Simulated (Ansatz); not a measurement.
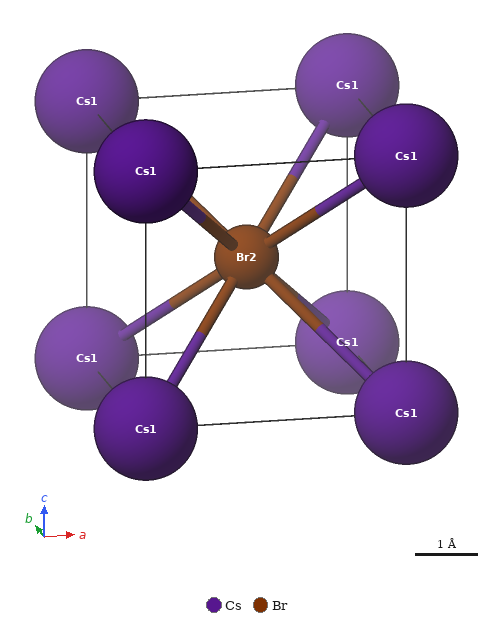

**Figure 1.** The structure (ball-and-stick view of the cell of the calculation, seen slightly off an axis; atoms are numbered from 1 in the order of the input). Near neighbours in the crystal (not all of them lie inside the picture): Cs has 8 Br at 3.78 Å; Br has 8 Cs at 3.78 Å.

## What a change does: single-point calculation on CsBr

System: CsBr (Pm-3m, 2 atoms in the cell).
Method of run 1: DFT r2SCAN, scalar-relativistic, plane waves, PAW, no spin polarisation (Ansatz 0.2.0).

The structure derives from an entry of the Crystallography Open Database. Text and figures count atoms from 1; the logs count them from 0 in places.

**Input, run 1**
```yaml
crystal:
  lattice:
    - [4.3654063332, 0.0, 0.0]
    - [0.0, 4.3654063332, 0.0]
    - [0.0, 0.0, 4.3654063332]
  atoms:
    - { symbol: Cs, position: [0.0, 0.0, 0.0] }
    - { symbol: Br, position: [0.5, 0.5, 0.5] }
basis:
  ecutwfc: 500
kpoints:
  mp_grid: { grid: [6, 6, 6] }
hamiltonian:
  xc: r2scan
scf:
  occupations: { method: gaussian, width: 0.02 }
output:
  forces: true
  stress: true
  eigenvalues: true
```

Launched with:
```bash
ansatz run input.yaml --threads 1 --pin off --max-ram 2560MiB --backend cpu --events-out ev --progress --plain --runs-dir out
```

Hardware: 1 thread of Intel Xeon (Sapphire Rapids), 64 GiB of memory available, shared host.

**Output, shortened to warnings, some set-up lines, iterations and results (run 1)**
```
Basis set: ecut = 500 eV, 2103 PW (Γ), exchange–correlation on 128×128×128 points (64 copies of the dense FFT grid, shifted against one another)
Symmetry: 48 space group operations
k-points: 20 of 216
Initial density: superposition of atomic densities (neutral atoms: chi_scale 0, normalization atom), corrected by the library's trained network
[...]
SCF iter   1: F=—  HF=-8482.820172 eV  |F-HF|=—  |Δ(HF+E_count)|=         —  Δρ=2.63e-3  dr2=9.30e-3  dr2_τ=2.20e-3  ethr=1.77e-3  ⟨swp⟩=8.8  Hψ=1796  notcnv=0
SCF iter   2: F=—  HF=-8482.834114 eV  |F-HF|=—  |Δ(HF+E_count)|=   1.39e-2  Δρ=1.20e-3  dr2=1.80e-3  dr2_τ=9.83e-5  ethr=5.82e-5  ⟨swp⟩=3.0  Hψ=695  notcnv=0
SCF iter   3: F=—  HF=-8482.833518 eV  |F-HF|=—  |Δ(HF+E_count)|=   5.96e-4  Δρ=2.41e-4  dr2=4.29e-5  dr2_τ=6.78e-6  ethr=1.13e-5  ⟨swp⟩=2.6  Hψ=488  notcnv=0
SCF iter   4: F=—  HF=-8482.833556 eV  |F-HF|=—  |Δ(HF+E_count)|=   3.78e-5  Δρ=6.18e-5  dr2=3.31e-6  dr2_τ=7.24e-7  ethr=2.68e-7  ⟨swp⟩=2.0  Hψ=442  notcnv=0
SCF iter   5: F=-8482.833558 eV  HF=-8482.833558 eV  |F-HF|=2.23e-7  |Δ(HF+E_count)|=   1.98e-6  Δρ=8.75e-6  dr2=8.58e-8  dr2_τ=5.61e-9  ethr=2.07e-8  ⟨swp⟩=2.0  Hψ=382  …
SCF iter   6: F=-8482.833558 eV  HF=-8482.833558 eV  |F-HF|=2.30e-9  |Δ(HF+E_count)|=   2.33e-7  Δρ=2.32e-6  dr2=4.49e-9  dr2_τ=1.75e-9  ethr=5.36e-10  ⟨swp⟩=3.0  Hψ=1036  …
SCF 1 converged in 6 iterations: F = -8482.833558 eV  dr2 = 4.49e-9
SCF converged after 6 iterations
Free energy (F): -8482.833558 eV
Harris-Foulkes:  -8482.833558 eV  (|F-HF|=2.30e-9)
Internal energy: -8482.833558 eV  (E = F + TS)
E sigma→0 (E₀):  -8482.833558 eV
Fermi energy:    4.825674 eV
--- Per-component energies (eV) ---
  E_band       = -72.994471
  E_kinetic    = 277.022256
  E_local      = -434.331676  (includes V_loc(G=0)·N_el)
  E_nonlocal   = 98.985033
  E_hartree    = 128.524984
  E_xc         = -414.542748
  E_vxc        = -253.979046  (∫ρ·V_xc dr)
  E_paw        = -7363.393732  (= ΣΔE_a)
  E_vpaw       = -30.322992  (= ΣTr[D̂ρ^β])
  E_aug_tail   = -0.000000  (compensation charges beyond the density's cutoff)
  E_vtau       = 12.582619  (kinetic-family band-sum trace: ∫τ·v_τ [+ j·A + Jᵃ·Aᵃ] dr)
  E_ewald      = -774.989360
  E_core_change = -0.108314  (= ΣΔE_core)
  E_smearing   = -0.000000  (= −TS)
  E_closure    = -0.000000  (closes the sum)
  Σ components = -8482.833558   (vs F -8482.833558, Δ=0.00e0)
--- Forces (eV/Å), atoms counted from 1 ---
  atom   1  Cs    -0.00000000     0.00000000     0.00000000
  atom   2  Br     0.00000000    -0.00000000    -0.00000000
  max |Σ_I F_I| component: 2.63e-31 eV/Å
--- Stress (GPa, compression-positive) ---
       -0.411677      -0.000000       0.000000
       -0.000000      -0.411677       0.000000
        0.000000       0.000000      -0.411677
  P = ⅓ Tr σ = -0.4117 GPa (-4.117 kbar)
```

The input of run 2 differs as follows (lines with − go, lines with + come):
```diff
-  mp_grid: { grid: [6, 6, 6] }
+  mp_grid: { grid: [6, 5, 7] }
+  max_iter: 50
```

How does run 2 compare with run 1?

The free energy of run 2 is 0.01 meV per atom higher, which comes mainly from the change of mesh; a solver setting shouldn't move a converged energy. The number of SCF iterations is the same. The irreducible k-points go from 20 to 48. On the same kind of shared host run 2 took about 1.8 times as long.

**Output, shortened to warnings, some set-up lines, iterations and results (run 2)**
```
Warning: crystal.symmetry: narrowed to the stabiliser of the k-point mesh — unitary ops 48 → 8; excluded 40 operations that carry a point of the 6×5×7 mesh (shift [0, 0, 0]) off the mesh (the run samples exactly the mesh kpoints.mp_grid names, as under crystal.symmetry.detect: false, and its converged state has the mesh's symmetry, not the crystal's; ε∞, the Born charges and the force constants …
Basis set: ecut = 500 eV, 2103 PW (Γ), exchange–correlation on 128×128×128 points (64 copies of the dense FFT grid, shifted against one another)
Symmetry: 8 space group operations
k-points: 48 of 210
Initial density: superposition of atomic densities (neutral atoms: chi_scale 0, normalization atom), corrected by the library's trained network
[...]
SCF iter   1: F=—  HF=-8482.820161 eV  |F-HF|=—  |Δ(HF+E_count)|=         —  Δρ=2.63e-3  dr2=9.26e-3  dr2_τ=2.21e-3  ethr=1.77e-3  ⟨swp⟩=8.5  Hψ=4271  notcnv=0
SCF iter   2: F=—  HF=-8482.834105 eV  |F-HF|=—  |Δ(HF+E_count)|=   1.39e-2  Δρ=1.20e-3  dr2=1.82e-3  dr2_τ=9.80e-5  ethr=5.79e-5  ⟨swp⟩=3.0  Hψ=1655  notcnv=0
SCF iter   3: F=—  HF=-8482.833502 eV  |F-HF|=—  |Δ(HF+E_count)|=   6.03e-4  Δρ=2.42e-4  dr2=4.23e-5  dr2_τ=6.79e-6  ethr=1.14e-5  ⟨swp⟩=2.7  Hψ=1230  notcnv=0
SCF iter   4: F=—  HF=-8482.833537 eV  |F-HF|=—  |Δ(HF+E_count)|=   3.56e-5  Δρ=6.05e-5  dr2=3.17e-6  dr2_τ=7.66e-7  ethr=2.65e-7  ⟨swp⟩=2.0  Hψ=1054  notcnv=0
SCF iter   5: F=-8482.833540 eV  HF=-8482.833540 eV  |F-HF|=2.14e-7  |Δ(HF+E_count)|=   2.05e-6  Δρ=8.36e-6  dr2=8.16e-8  dr2_τ=5.59e-9  ethr=1.98e-8  ⟨swp⟩=2.0  Hψ=916  …
SCF iter   6: F=-8482.833540 eV  HF=-8482.833540 eV  |F-HF|=2.47e-9  |Δ(HF+E_count)|=   2.26e-7  Δρ=2.30e-6  dr2=4.13e-9  dr2_τ=1.83e-9  ethr=5.10e-10  ⟨swp⟩=3.0  Hψ=2483  …
SCF 1 converged in 6 iterations: F = -8482.833540 eV  dr2 = 4.13e-9
SCF converged after 6 iterations
Free energy (F): -8482.833540 eV
Harris-Foulkes:  -8482.833540 eV  (|F-HF|=2.47e-9)
Internal energy: -8482.833540 eV  (E = F + TS)
E sigma→0 (E₀):  -8482.833540 eV
Fermi energy:    4.821084 eV
--- Per-component energies (eV) ---
  E_band       = -72.994230
  E_kinetic    = 277.022457
  E_local      = -434.331949  (includes V_loc(G=0)·N_el)
  E_nonlocal   = 98.985016
  E_hartree    = 128.525170
  E_xc         = -414.542846
  E_vxc        = -253.979186  (∫ρ·V_xc dr)
  E_paw        = -7363.393712  (= ΣΔE_a)
  E_vpaw       = -30.322967  (= ΣTr[D̂ρ^β])
  E_aug_tail   = -0.000000  (compensation charges beyond the density's cutoff)
  E_vtau       = 12.582634  (kinetic-family band-sum trace: ∫τ·v_τ [+ j·A + Jᵃ·Aᵃ] dr)
  E_ewald      = -774.989360
  E_core_change = -0.108314  (= ΣΔE_core)
  E_smearing   = -0.000000  (= −TS)
  E_closure    = 0.000000  (closes the sum)
  Σ components = -8482.833540   (vs F -8482.833540, Δ=0.00e0)
--- Forces (eV/Å), atoms counted from 1 ---
  atom   1  Cs     0.00000000     0.00000000     0.00000000
  atom   2  Br     0.00000000     0.00000000     0.00000000
  max |Σ_I F_I| component: 0.00e0 eV/Å
--- Stress (GPa, compression-positive) ---
       -0.411769       0.000000       0.000000
        0.000000      -0.410835       0.000000
        0.000000       0.000000      -0.411897
  P = ⅓ Tr σ = -0.4115 GPa (-4.115 kbar)
```

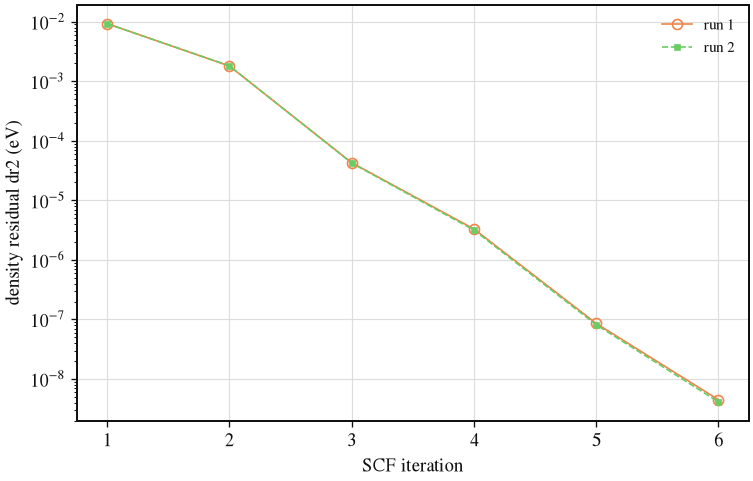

**Figure 2.** Convergence of the two runs: density residual dr2 against the SCF iteration. Run 1 takes 6 iterations in all, and run 2 takes 6.

**The two runs side by side**

| quantity | run 1 | run 2 |
| --- | --- | --- |
| outcome | converged | converged |
| free energy per atom (eV) | −4241.4168 | −4241.4168 |
| gap on the mesh (eV) | 5.06 | 5.07 |
| pressure (GPa) | −0.41 | −0.41 |
| largest force (eV/Å) | 0.000 | 0.000 |
| SCF iterations | 6 | 6 |
| irreducible k-points | 20 | 48 |
| plane waves at Γ | 2103 | 2103 |
| wall time (shared host) | 2.6 s | 4.8 s |

For run 2: A setting was made wrong on purpose: a mesh that breaks the symmetry (`kpoints.mp_grid.grid`). It did no harm here: the run converged to the energy of the sound run within 1 meV per atom. Warnings: the k-point mesh lowers the symmetry that the run can use.
